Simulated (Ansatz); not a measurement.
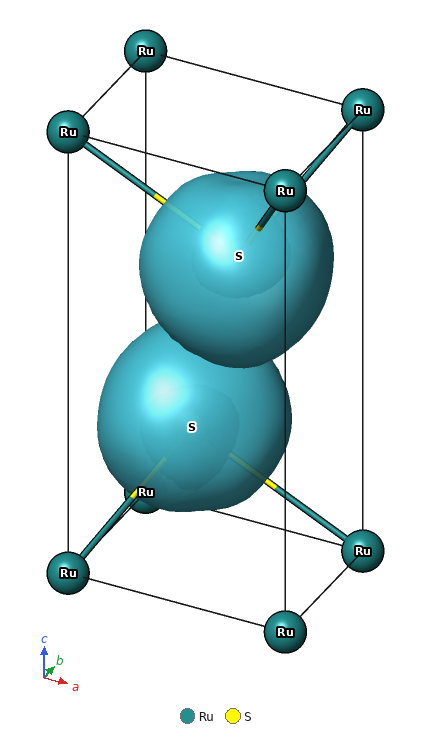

*RuS$_{2}$. Isosurface of the ELF at 0.7 (cyan), seen slightly off an axis. Only the valence region is drawn (cores and ρ < 0.01 e/Å³ removed). Sticks mark near contacts.*

Space group P-3m1; started from the CdI2 prototype, which need not be the ambient phase.

Theory: DFT PBE, spin-orbit coupling, plane waves, PAW (Ansatz 0.2.0).

In a PAW calculation such maps are meaningful between the atoms, not at the nuclei.

```
Ru S
1.0
     3.43633    0.00000    0.00000
    -1.71816    2.97595    0.00000
     0.00000    0.00000    5.15935
Ru S
1 2
Direct
  0.00000 0.00000 0.00000
  0.33333 0.66667 0.25378
  0.66667 0.33333 0.74622
```

### Describe the localisation domains.

The surface consists of two regions wrapped around S (the valence shell of each), counted in one cell of 3 atoms. Any copies at cell faces, edges or corners count once. Along the contacts the grid gives the following. Ru–S (2.38 Å): the ELF peaks at about 0.85 in the valence shell of S, 0.8 Å from its nucleus, and is about 0.40 at the midpoint.

### Does the calculation give a band gap?

It is gapless in this calculation (a metal or semimetal); semilocal functionals without U, or without the true magnetic order, often close the gap of such compounds.
